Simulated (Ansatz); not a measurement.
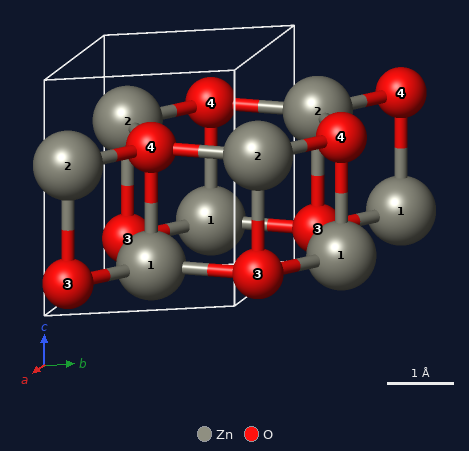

The input geometry (ball-and-stick view of the cell of the calculation, repeated 2 × 2 × 1, seen slightly off an axis; atoms are numbered from 1 in the order of the input). An atom can appear more than once, as a periodic image. Near neighbours in the periodic cell (some may lie outside the picture): Zn has 5 O at 1.72 to 1.86 Å; O has 5 Zn at 1.72 to 1.86 Å.

## ZnO: geometry relaxation (part 1 of 2)

System: ZnO (4 atoms in the cell).
Method: DFT, PBEsol, plane waves, PAW, no spin polarisation (Ansatz 0.2.0).

The structure was built on a prototype by a generator. Figures and captions count atoms from 1; the log counts them from 0 in places.

### Input
```yaml
crystal:
  lattice:
    - [2.9745426332, 0.0, 0.0]
    - [-1.4872713166, 2.576029485, 0.0]
    - [0.0, 0.0, 3.7179807]
  atoms:
    - { symbol: Zn, position: [0.3333333333, 0.6666666667, 0.25] }
    - { symbol: Zn, position: [0.6666666667, 0.3333333333, 0.75] }
    - { symbol: O, position: [0.6666666667, 0.3333333333, 0.25] }
    - { symbol: O, position: [0.3333333333, 0.6666666667, 0.75] }
kpoints:
  mp_grid: { grid: [9, 9, 6] }
hamiltonian:
  xc: pbesol
scf:
  occupations: { method: fermi_dirac, width: 0.03 }
relax:
  f_tol: 0.01
  cell: {}
  max_steps: 120
output:
  write_density: true
  write_potential: true
  elf: true
  volumetric_format: npy
```

Hardware: 2 threads of Arm Neoverse V2, 24 GiB of memory available, shared host.

Launched with:
```bash
ansatz run input.yaml --threads 2 --pin off --max-ram 2211MiB --backend cpu --events-out ev --progress --plain --runs-dir out
```

### Output
```
Engine: ansatz 0.2.0, aarch64-unknown-linux-gnu
Pseudopotentials: kind: paw
Pseudopotential: Zn, paw, valence charge 12, recommended cutoff 420 eV (normal), Zn.paw.azcp
Pseudopotential: O, paw, valence charge 6, recommended cutoff 420 eV (normal), O.paw.azcp
Functional definition: PBEsol
  exchange = pbesol_x
  correlation = pbesol_c
Crystal: 4 atoms, lattice volume = 28.489 Å³
Basis set: ecut = 420 eV, 541 PW (Γ), exchange–correlation on 40×40×50 points (8 copies of the dense FFT grid, shifted against one another)
Bands: 22, of which v1, the nominal top of the filled ones, is band 18 counted from 1 (17 counted from 0)
Symmetry: 24 space group operations
Space group: P63/mmc (ITA 194), of the structure as read, at distance tolerance 3.1e-5 Å
k-points: 48 of 486
Non-local potential: Zn, projectors of the file, l = 0: 2, l = 1: 2, l = 2: 3, l = 3: 1
Non-local potential: O, projectors of the file, l = 0: 2, l = 1: 2, l = 2: 1
PAW form: soft (Blöchl's): semilocal exchange-correlation on the pseudo side does not see the compensation charge
PAW frozen core: Zn, regenerated for the run's functional, and the local potential with it (the file was generated under x = pbe(κ = 0.804, μ = 0.2195149727645171), c = pbe(β = 0.06672455060314922))
PAW frozen core: O, regenerated for the run's functional, and the local potential with it (the file was generated under x = pbe(κ = 0.804, μ = 0.2195149727645171), c = pbe(β = 0.06672455060314922))
PAW one-centre angular grid: Zn, 590 points (default); XC on 64 Gauss nodes
PAW one-centre angular grid: O, 110 points (default); XC on 64 Gauss nodes
Initial density: superposition of atomic densities (neutral atoms: chi_scale 0, normalization atom), corrected by the library's trained network
Initial wavefunctions: pseudopotential atomic-orbital guess
Functional: x = pbesol(κ = 0.804, μ = 0.12345679012345678), c = pbesol(β = 0.046)
SCF iter   1: F=—  HF=-7677.297833 eV  |F-HF|=—  |Δ(HF+E_count)|=         —  Δρ=9.23e-3  dr2=9.16e-3  ethr=1.77e-3  ⟨swp⟩=6.0  Hψ=5253  notcnv=0
preconditioner: auto → none  [insulator: Δε(μ)=1.710 eV  Ē_g=16.842 eV  σ=0.030 eV  W_gap=1.00  n_scr=8 (ndim 8)  ℏωp=41.7 eV  f_vac=0.004  D(μ)=0.00/eV (n_scr^D=0)  ε∞_Penn≈7.1]
SCF iter   2: F=—  HF=-7677.295353 eV  |F-HF|=—  |Δ(HF+E_count)|=   2.48e-3  Δρ=3.35e-3  dr2=1.11e-3  ethr=2.54e-5  ⟨swp⟩=2.4  Hψ=2474  notcnv=0
SCF iter   3: F=—  HF=-7677.295290 eV  |F-HF|=—  |Δ(HF+E_count)|=   6.23e-5  Δρ=7.86e-4  dr2=6.77e-5  ethr=3.07e-6  ⟨swp⟩=2.3  Hψ=1768  notcnv=0
SCF iter   4: F=—  HF=-7677.295252 eV  |F-HF|=—  |Δ(HF+E_count)|=   3.82e-5  Δρ=2.98e-4  dr2=1.05e-5  ethr=1.88e-7  ⟨swp⟩=2.0  Hψ=1823  notcnv=0
SCF iter   5: F=—  HF=-7677.295887 eV  |F-HF|=—  |Δ(HF+E_count)|=   6.34e-4  Δρ=5.05e-5  dr2=2.32e-7  ethr=2.91e-8  ⟨swp⟩=2.0  Hψ=1809  notcnv=0
SCF iter   6: F=-7677.295887 eV  HF=-7677.295887 eV  |F-HF|=1.39e-9  |Δ(HF+E_count)|=   1.91e-7  Δρ=7.08e-6  dr2=3.26e-9  ethr=2.78e-10  ⟨swp⟩=8.6  Hψ=7324  notcnv=0
SCF 1 converged in 6 iterations: F = -7677.295887 eV  dr2 = 3.26e-9
  greatest PAW one-centre occupation: 0.996 electrons in one spin orbital (limit 2), on the Zn atom at site 1 (counted from 0), in its partial waves of l = 2
relax step   1: F+E_penalty+E_count = -7677.29588669 eV  Δ(F+E_penalty+E_count) = +0.000e0 eV  max|allowed force component| = 7.170e-17 eV/Å  Δτ_max = 0.0000 Å  P = +197.000 GPa  Ω = 28.489 Å³  (6 SCF iters, dr2 threshold 1.00e-7 eV, accepted)
Crystal: 4 atoms, lattice volume = 32.846 Å³
Basis set: ecut = 420 eV, 637 PW (Γ), exchange–correlation on 40×40×50 points (8 copies of the dense FFT grid, shifted against one another)
Initial density: handed on by an earlier stage of this run
Initial wavefunctions: those handed on with the density
iter 1 solved again at ethr=9.47e-4 eV; its pass at ethr=3.10e-3 eV (dr2=3.41e-1 eV) is discarded
SCF iter   1: F=—  HF=-7681.228011 eV  |F-HF|=—  |Δ(HF+E_count)|=         —  Δρ=3.71e-2  dr2=3.38e-1  ethr=9.47e-4  ⟨swp⟩=1.0  Hψ=6796  notcnv=0
preconditioner: auto → none  [insulator: Δε(μ)=1.250 eV  Ē_g=15.306 eV  σ=0.030 eV  W_gap=1.00  n_scr=8 (ndim 8)  ℏωp=38.9 eV  f_vac=0.039  D(μ)=0.00/eV (n_scr^D=0)  ε∞_Penn≈7.5]
SCF iter   2: F=—  HF=-7681.133028 eV  |F-HF|=—  |Δ(HF+E_count)|=   9.50e-2  Δρ=1.39e-2  dr2=3.77e-2  ethr=9.38e-4  ⟨swp⟩=2.1  Hψ=2117  notcnv=0
SCF iter   3: F=—  HF=-7681.122387 eV  |F-HF|=—  |Δ(HF+E_count)|=   1.06e-2  Δρ=2.58e-3  dr2=9.71e-4  ethr=1.05e-4  ⟨swp⟩=2.7  Hψ=2457  notcnv=0
SCF iter   4: F=—  HF=-7681.123135 eV  |F-HF|=—  |Δ(HF+E_count)|=   7.47e-4  Δρ=1.22e-3  dr2=3.22e-4  ethr=2.70e-6  ⟨swp⟩=2.0  Hψ=1985  notcnv=0
SCF iter   5: F=—  HF=-7681.123824 eV  |F-HF|=—  |Δ(HF+E_count)|=   6.89e-4  Δρ=1.22e-4  dr2=2.58e-6  ethr=8.94e-7  ⟨swp⟩=2.0  Hψ=1796  notcnv=0
SCF iter   6: F=-7681.123824 eV  HF=-7681.123824 eV  |F-HF|=4.26e-8  |Δ(HF+E_count)|=   1.30e-7  Δρ=2.43e-5  dr2=8.73e-8  ethr=1.11e-9  ⟨swp⟩=10.0  Hψ=9563  notcnv=0
SCF 2 converged in 6 iterations: F = -7681.123824 eV  dr2 = 8.73e-8
[... from here on the iterations of each SCF are left out, up to the last one ...]
relax step   2: F+E_penalty+E_count = -7681.12382370 eV  Δ(F+E_penalty+E_count) = -3.828e0 eV  max|allowed force component| = 3.701e-17 eV/Å  Δτ_max = 0.0000 Å  P = +96.707 GPa  Ω = 32.846 Å³  energy of the carried Pulay correction = -3.038e-2 eV  (6 SCF iters, dr2 threshold 4.00e-7 eV, accepted)
Crystal: 4 atoms, lattice volume = 37.484 Å³
Basis set: ecut = 420 eV, 745 PW (Γ), exchange–correlation on 40×40×50 points (8 copies of the dense FFT grid, shifted against one another)
preconditioner: auto → Resta (q_TF=auto, 2.710 Å⁻¹)  ε∞=7.7  [insulator: Δε(μ)=1.005 eV  Ē_g=14.092 eV  σ=0.030 eV  W_gap=1.00  n_scr=20 (ndim 8)  ℏωp=36.4 eV  f_vac=0.057  D(μ)=0.00/eV (n_scr^D=0)  ε∞_Penn≈7.7]
SCF 3 converged in 7 iterations: F = -7682.943538 eV  dr2 = 3.98e-7
  Residual-converged pass: ⟨swp⟩=1.0  Hψ=1250  notcnv=0  max |occ|·‖R‖ = 7.0e-9 eV (tolerance 1.0e-8 eV)  dr2=3.98e-7  dr2_onsite=3.20e-7  max |Δocc| = 1.9e-21
relax step   3: F+E_penalty+E_count = -7682.94353770 eV  Δ(F+E_penalty+E_count) = -1.820e0 eV  max|allowed force component| = 1.434e-16 eV/Å  Δτ_max = 0.0000 Å  P = +36.202 GPa  Ω = 37.484 Å³  energy of the carried Pulay correction = -5.840e-2 eV  (7 SCF iters, dr2 threshold 4.00e-7 eV, accepted)
Crystal: 4 atoms, lattice volume = 42.556 Å³
Basis set: ecut = 420 eV, 843 PW (Γ), exchange–correlation on 40×40×50 points (8 copies of the dense FFT grid, shifted against one another)
preconditioner: auto → Resta (q_TF=auto, 2.653 Å⁻¹)  ε∞=7.8  [insulator: Δε(μ)=0.735 eV  Ē_g=13.065 eV  σ=0.030 eV  W_gap=1.00  n_scr=20 (ndim 8)  ℏωp=34.2 eV  f_vac=0.075  D(μ)=0.00/eV (n_scr^D=0)  ε∞_Penn≈7.8]
SCF 4 converged in 7 iterations: F = -7683.372686 eV  dr2 = 6.40e-8
relax step   4: F+E_penalty+E_count = -7683.37268623 eV  Δ(F+E_penalty+E_count) = -4.291e-1 eV  max|allowed force component| = 1.989e-16 eV/Å  Δτ_max = 0.0000 Å  P = -4.661 GPa  Ω = 42.556 Å³  energy of the carried Pulay correction = -8.497e-2 eV  (7 SCF iters, dr2 threshold 4.00e-7 eV, accepted)
Crystal: 4 atoms, lattice volume = 41.913 Å³
Basis set: ecut = 420 eV, 819 PW (Γ), exchange–correlation on 40×40×50 points (8 copies of the dense FFT grid, shifted against one another)
preconditioner: auto → Resta (q_TF=auto, 2.660 Å⁻¹)  ε∞=7.7  [insulator: Δε(μ)=0.982 eV  Ē_g=13.325 eV  σ=0.030 eV  W_gap=1.00  n_scr=20 (ndim 8)  ℏωp=34.4 eV  f_vac=0.052  D(μ)=0.00/eV (n_scr^D=0)  ε∞_Penn≈7.7]
SCF 5 converged in 6 iterations: F = -7683.386355 eV  dr2 = 4.50e-8
relax step   5: F+E_penalty+E_count = -7683.38635507 eV  Δ(F+E_penalty+E_count) = -1.367e-2 eV  max|allowed force component| = 1.619e-16 eV/Å  Δτ_max = 0.0000 Å  P = -0.324 GPa  Ω = 41.913 Å³  energy of the carried Pulay correction = -8.185e-2 eV  (6 SCF iters, dr2 threshold 4.00e-7 eV, accepted)
Crystal: 4 atoms, lattice volume = 41.855 Å³
preconditioner: auto → Resta (q_TF=auto, 2.661 Å⁻¹)  ε∞=7.7  [insulator: Δε(μ)=0.970 eV  Ē_g=13.319 eV  σ=0.030 eV  W_gap=1.00  n_scr=20 (ndim 8)  ℏωp=34.4 eV  f_vac=0.052  D(μ)=0.00/eV (n_scr^D=0)  ε∞_Penn≈7.7]
SCF 6 converged in 4 iterations: F = -7683.387037 eV  dr2 = 1.43e-7
relax step   6: F+E_penalty+E_count = -7683.38703661 eV  Δ(F+E_penalty+E_count) = -6.815e-4 eV  max|allowed force component| = 2.961e-16 eV/Å  Δτ_max = 0.0000 Å  P = +0.076 GPa  Ω = 41.855 Å³  energy of the carried Pulay correction = -8.160e-2 eV  (4 SCF iters, dr2 threshold 4.00e-7 eV, accepted)
Crystal: 4 atoms, lattice volume = 41.865 Å³
preconditioner: auto → Resta (q_TF=auto, 2.661 Å⁻¹)  ε∞=7.7  [insulator: Δε(μ)=0.979 eV  Ē_g=13.317 eV  σ=0.030 eV  W_gap=1.00  n_scr=20 (ndim 8)  ℏωp=34.4 eV  f_vac=0.052  D(μ)=0.00/eV (n_scr^D=0)  ε∞_Penn≈7.7]
SCF 7 converged in 4 iterations: F = -7683.387267 eV  dr2 = 3.41e-8
relax step   7: F+E_penalty+E_count = -7683.38726735 eV  Δ(F+E_penalty+E_count) = -2.307e-4 eV  max|allowed force component| = 2.984e-16 eV/Å  Δτ_max = 0.0000 Å  P = +0.014 GPa  Ω = 41.865 Å³  energy of the carried Pulay correction = -8.172e-2 eV  (4 SCF iters, dr2 threshold 4.00e-7 eV, accepted)
Basis set: ecut = 420 eV, 819 PW (Γ), exchange–correlation on 48×48×60 points (8 copies of the dense FFT grid, shifted against one another)
Initial wavefunctions: pseudopotential atomic-orbital guess (no wavefunctions were taken with the density)
preconditioner: auto → Resta (q_TF=auto, 2.661 Å⁻¹)  ε∞=7.7  [insulator: Δε(μ)=1.050 eV  Ē_g=13.330 eV  σ=0.030 eV  W_gap=1.00  n_scr=20 (ndim 8)  ℏωp=34.4 eV  f_vac=0.052  D(μ)=0.00/eV (n_scr^D=0)  ε∞_Penn≈7.7]
SCF 8 converged in 10 iterations: F = -7683.882255 eV  dr2 = 1.39e-12
relax step   8: F+E_penalty+E_count = -7683.88225538 eV  Δ(F+E_penalty+E_count) = -4.950e-1 eV  max|allowed force component| = 2.567e-16 eV/Å  Δτ_max = 0.0000 Å  P = +13.229 GPa  Ω = 41.865 Å³  stress off target by 1.50e1 GPa  SCF on the basis re-selected at this cell (its energy is not comparable with the rows above)  (10 SCF iters)
basis re-selected at this cell: Δ(F+E_penalty+E_count) = -4.950e-1 eV, ΔP = +13.215 GPa vs the last step (what re-selecting the basis moved, of the pressure what is left beyond the Pulay correction that the steps carried, after the strain that the cell walked since its last selection, with what the two solves' SCF thresholds leave and, on support functions, any second-order correction that the steps lacked; it is no measure of the basis error at this ecutwfc). The dense FFT grid was sized anew with the basis: this SCF ran on 24×24×30 points, the steps before it on 20×20×25, so part of this shift can come from that change (see relax.cell in the input reference). This SCF's stress stands 1.50e1 GPa from its target on what of the cell is left free (relax.cell.stress_tol is 5.00e-2 GPa) and its largest allowed force component is 2.57e-16 eV/Å (relax.f_tol is 1.00e-2 eV/Å): not within both, so this SCF does not close the relaxation
Crystal: 4 atoms, lattice volume = 44.036 Å³
Basis set: ecut = 420 eV, 855 PW (Γ), exchange–correlation on 48×48×60 points (8 copies of the dense FFT grid, shifted against one another)
preconditioner: auto → Resta (q_TF=auto, 2.638 Å⁻¹)  ε∞=7.8  [insulator: Δε(μ)=0.850 eV  Ē_g=12.873 eV  σ=0.030 eV  W_gap=1.00  n_scr=20 (ndim 8)  ℏωp=33.6 eV  f_vac=0.061  D(μ)=0.00/eV (n_scr^D=0)  ε∞_Penn≈7.8]
SCF 9 converged in 7 iterations: F = -7683.984986 eV  dr2 = 4.34e-8
relax step   9: F+E_penalty+E_count = -7683.98498634 eV  Δ(F+E_penalty+E_count) = -1.027e-1 eV  max|allowed force component| = 2.961e-16 eV/Å  Δτ_max = 0.0000 Å  P = +3.625 GPa  Ω = 44.036 Å³  energy of the carried Pulay correction = -1.314e-2 eV  (7 SCF iters, dr2 threshold 4.00e-7 eV, accepted)
Crystal: 4 atoms, lattice volume = 45.341 Å³
Basis set: ecut = 420 eV, 891 PW (Γ), exchange–correlation on 48×48×60 points (8 copies of the dense FFT grid, shifted against one another)
preconditioner: auto → Resta (q_TF=auto, 2.625 Å⁻¹)  ε∞=7.8  [insulator: Δε(μ)=0.871 eV  Ē_g=12.695 eV  σ=0.030 eV  W_gap=1.00  n_scr=20 (ndim 8)  ℏωp=33.1 eV  f_vac=0.060  D(μ)=0.00/eV (n_scr^D=0)  ε∞_Penn≈7.8]
SCF 10 converged in 6 iterations: F = -7683.989636 eV  dr2 = 2.67e-7
relax step  10: F+E_penalty+E_count = -7683.98963554 eV  Δ(F+E_penalty+E_count) = -4.649e-3 eV  max|allowed force component| = 2.602e-16 eV/Å  Δτ_max = 0.0000 Å  P = -0.782 GPa  Ω = 45.341 Å³  energy of the carried Pulay correction = -2.340e-2 eV  (6 SCF iters, dr2 threshold 4.00e-7 eV, accepted)
Crystal: 4 atoms, lattice volume = 45.154 Å³
Basis set: ecut = 420 eV, 879 PW (Γ), exchange–correlation on 48×48×60 points (8 copies of the dense FFT grid, shifted against one another)
preconditioner: auto → Resta (q_TF=auto, 2.627 Å⁻¹)  ε∞=7.8  [insulator: Δε(μ)=0.915 eV  Ē_g=12.761 eV  σ=0.030 eV  W_gap=1.00  n_scr=20 (ndim 8)  ℏωp=33.2 eV  f_vac=0.057  D(μ)=0.00/eV (n_scr^D=0)  ε∞_Penn≈7.8]
SCF 11 converged in 5 iterations: F = -7683.991733 eV  dr2 = 8.24e-8
relax step  11: F+E_penalty+E_count = -7683.99173259 eV  Δ(F+E_penalty+E_count) = -2.097e-3 eV  max|allowed force component| = 2.591e-16 eV/Å  Δτ_max = 0.0000 Å  P = -0.151 GPa  Ω = 45.154 Å³  energy of the carried Pulay correction = -2.182e-2 eV  (5 SCF iters, dr2 threshold 4.00e-7 eV, accepted)
Crystal: 4 atoms, lattice volume = 45.125 Å³
preconditioner: auto → Resta (q_TF=auto, 2.627 Å⁻¹)  ε∞=7.8  [insulator: Δε(μ)=0.920 eV  Ē_g=12.763 eV  σ=0.030 eV  W_gap=1.00  n_scr=20 (ndim 8)  ℏωp=33.2 eV  f_vac=0.057  D(μ)=0.00/eV (n_scr^D=0)  ε∞_Penn≈7.8]
SCF 12 converged in 4 iterations: F = -7683.992026 eV  dr2 = 4.02e-8
relax step  12: F+E_penalty+E_count = -7683.99202555 eV  Δ(F+E_penalty+E_count) = -2.930e-4 eV  max|allowed force component| = 1.989e-16 eV/Å  Δτ_max = 0.0000 Å  P = -0.008 GPa  Ω = 45.125 Å³  energy of the carried Pulay correction = -2.159e-2 eV  (4 SCF iters, dr2 threshold 1.29e-7 eV, accepted)
preconditioner: auto → Resta (q_TF=auto, 2.627 Å⁻¹)  ε∞=7.8  [insulator: Δε(μ)=0.924 eV  Ē_g=12.765 eV  σ=0.030 eV  W_gap=1.00  n_scr=20 (ndim 8)  ℏωp=33.2 eV  f_vac=0.057  D(μ)=0.00/eV (n_scr^D=0)  ε∞_Penn≈7.8]
SCF 13 converged in 8 iterations: F = -7684.015447 eV  dr2 = 1.30e-11
relax step  13: F+E_penalty+E_count = -7684.01544695 eV  Δ(F+E_penalty+E_count) = -2.342e-2 eV  max|allowed force component| = 1.064e-16 eV/Å  Δτ_max = 0.0000 Å  P = +0.112 GPa  Ω = 45.125 Å³  stress off target by 3.89e-1 GPa  SCF on the basis re-selected at this cell (its energy is not comparable with the rows above)  (8 SCF iters)
basis re-selected at this cell: Δ(F+E_penalty+E_count) = -2.342e-2 eV, ΔP = +0.120 GPa vs the last step (what re-selecting the basis moved, of the pressure what is left beyond the Pulay correction that the steps carried, after the strain that the cell walked since its last selection, with what the two solves' SCF thresholds leave and, on support functions, any second-order correction that the steps lacked; it is no measure of the basis error at this ecutwfc). This SCF's stress stands 3.89e-1 GPa from its target on what of the cell is left free (relax.cell.stress_tol is 5.00e-2 GPa) and its largest allowed force component is 1.06e-16 eV/Å (relax.f_tol is 1.00e-2 eV/Å): not within both, so this SCF does not close the relaxation
Crystal: 4 atoms, lattice volume = 45.184 Å³
preconditioner: auto → Resta (q_TF=auto, 2.627 Å⁻¹)  ε∞=7.8  [insulator: Δε(μ)=0.932 eV  Ē_g=12.756 eV  σ=0.030 eV  W_gap=1.00  n_scr=20 (ndim 8)  ℏωp=33.1 eV  f_vac=0.055  D(μ)=0.00/eV (n_scr^D=0)  ε∞_Penn≈7.8]
SCF 14 converged in 4 iterations: F = -7684.015408 eV  dr2 = 5.72e-8
relax step  14: F+E_penalty+E_count = -7684.01540775 eV  Δ(F+E_penalty+E_count) = +3.921e-5 eV  max|allowed force component| = 2.868e-16 eV/Å  Δτ_max = 0.0000 Å  P = +0.015 GPa  Ω = 45.184 Å³  energy of the carried Pulay correction = -2.519e-4 eV  (4 SCF iters, dr2 threshold 3.78e-7 eV, accepted)
preconditioner: auto → Resta (q_TF=auto, 2.627 Å⁻¹)  ε∞=7.7  [insulator: Δε(μ)=0.934 eV  Ē_g=12.758 eV  σ=0.030 eV  W_gap=1.00  n_scr=20 (ndim 8)  ℏωp=33.1 eV  f_vac=0.056  D(μ)=0.00/eV (n_scr^D=0)  ε∞_Penn≈7.7]
SCF 15 converged in 7 iterations: F = -7684.015814 eV  dr2 = 1.23e-11
relax step  15: F+E_penalty+E_count = -7684.01581409 eV  Δ(F+E_penalty+E_count) = -4.063e-4 eV  max|allowed force component| = 2.359e-16 eV/Å  Δτ_max = 0.0000 Å  P = +0.014 GPa  Ω = 45.184 Å³  stress off target by 6.90e-2 GPa  SCF on the basis re-selected at this cell (its energy is not comparable with the rows above)  (7 SCF iters)
basis re-selected at this cell: Δ(F+E_penalty+E_count) = -4.063e-4 eV, ΔP = -0.001 GPa vs the last step (what re-selecting the basis moved, of the pressure what is left beyond the Pulay correction that the steps carried, after the strain that the cell walked since its last selection, with what the two solves' SCF thresholds leave and, on support functions, any second-order correction that the steps lacked; it is no measure of the basis error at this ecutwfc). This SCF's stress stands 6.90e-2 GPa from its target on what of the cell is left free (relax.cell.stress_tol is 5.00e-2 GPa) and its largest allowed force component is 2.36e-16 eV/Å (relax.f_tol is 1.00e-2 eV/Å): not within both, so this SCF does not close the relaxation
Crystal: 4 atoms, lattice volume = 45.195 Å³
preconditioner: auto → Resta (q_TF=auto, 2.627 Å⁻¹)  ε∞=7.7  [insulator: Δε(μ)=0.936 eV  Ē_g=12.757 eV  σ=0.030 eV  W_gap=1.00  n_scr=20 (ndim 8)  ℏωp=33.1 eV  f_vac=0.054  D(μ)=0.00/eV (n_scr^D=0)  ε∞_Penn≈7.7]
SCF 16 converged in 4 iterations: F = -7684.015779 eV  dr2 = 2.51e-9
relax step  16: F+E_penalty+E_count = -7684.01577871 eV  Δ(F+E_penalty+E_count) = +3.537e-5 eV  max|allowed force component| = 1.295e-16 eV/Å  Δτ_max = 0.0000 Å  P = +0.001 GPa  Ω = 45.195 Å³  energy of the carried Pulay correction = -4.345e-5 eV  (4 SCF iters, dr2 threshold 1.19e-8 eV, accepted)
iter 1 solved again at ethr=1.59e-7 eV; its pass at ethr=3.10e-3 eV (dr2=5.74e-5 eV) is discarded
SCF iter   1: F=—  HF=-7684.015801 eV  |F-HF|=—  |Δ(HF+E_count)|=         —  Δρ=8.20e-6  dr2=8.75e-9  ethr=1.59e-7  ⟨swp⟩=3.0  Hψ=7576  notcnv=0
eigensolver tolerance schedule: the retry pair's looser diagonalisation over-reported the residual by 6555.99 of it (diagonalisation noise at 0.51 of the residual, at the tolerance the schedule requests for it); recorded, not acted on — ethr = c·dr2/N_el stays at c = 1.0e-1
preconditioner: auto → Resta (q_TF=auto, 2.627 Å⁻¹)  ε∞=7.7  [insulator: Δε(μ)=0.936 eV  Ē_g=12.758 eV  σ=0.030 eV  W_gap=1.00  n_scr=20 (ndim 8)  ℏωp=33.1 eV  f_vac=0.057  D(μ)=0.00/eV (n_scr^D=0)  ε∞_Penn≈7.7]
SCF iter   2: F=—  HF=-7684.015815 eV  |F-HF|=—  |Δ(HF+E_count)|=   1.39e-5  Δρ=5.52e-6  dr2=4.46e-9  ethr=2.43e-11  ⟨swp⟩=3.0  Hψ=2436  notcnv=0
SCF iter   3: F=—  HF=-7684.015815 eV  |F-HF|=—  |Δ(HF+E_count)|=   1.19e-9  Δρ=3.23e-6  dr2=1.54e-9  ethr=1.24e-11  ⟨swp⟩=2.5  Hψ=1840  notcnv=0
SCF iter   4: F=—  HF=-7684.015815 eV  |F-HF|=—  |Δ(HF+E_count)|=   1.64e-9  Δρ=1.07e-6  dr2=3.34e-10  ethr=4.29e-12  ⟨swp⟩=2.1  Hψ=1734  notcnv=0
SCF iter   5: F=-7684.015815 eV  HF=-7684.015815 eV  |F-HF|=1.18e-11  |Δ(HF+E_count)|=  1.66e-10  Δρ=3.30e-7  dr2=2.59e-11  ethr=1.00e-12  ⟨swp⟩=4.3  Hψ=5734  notcnv=0
SCF 17 converged in 5 iterations: F = -7684.015815 eV  dr2 = 2.59e-11
relax step  17: F+E_penalty+E_count = -7684.01581509 eV  Δ(F+E_penalty+E_count) = -3.638e-5 eV  max|allowed force component| = 2.857e-16 eV/Å  Δτ_max = 0.0000 Å  P = -0.000 GPa  Ω = 45.195 Å³  stress off target by 6.33e-3 GPa  SCF on the basis re-selected at this cell (its energy is not comparable with the rows above)  (5 SCF iters)
```

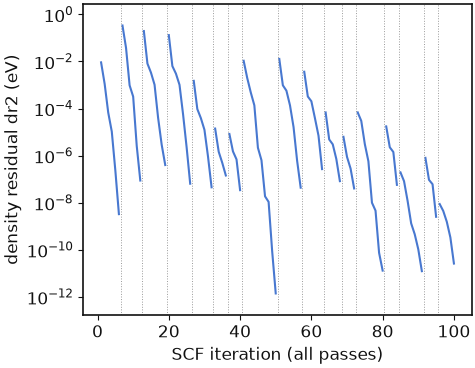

Convergence of the self-consistent field: density residual dr2 against the SCF iteration. The dotted lines part the SCF passes of the relaxation: geometry steps, rejected trials and re-solves on a re-selected basis. The 17 passes take 4 to 10 iterations each, 100 in all.
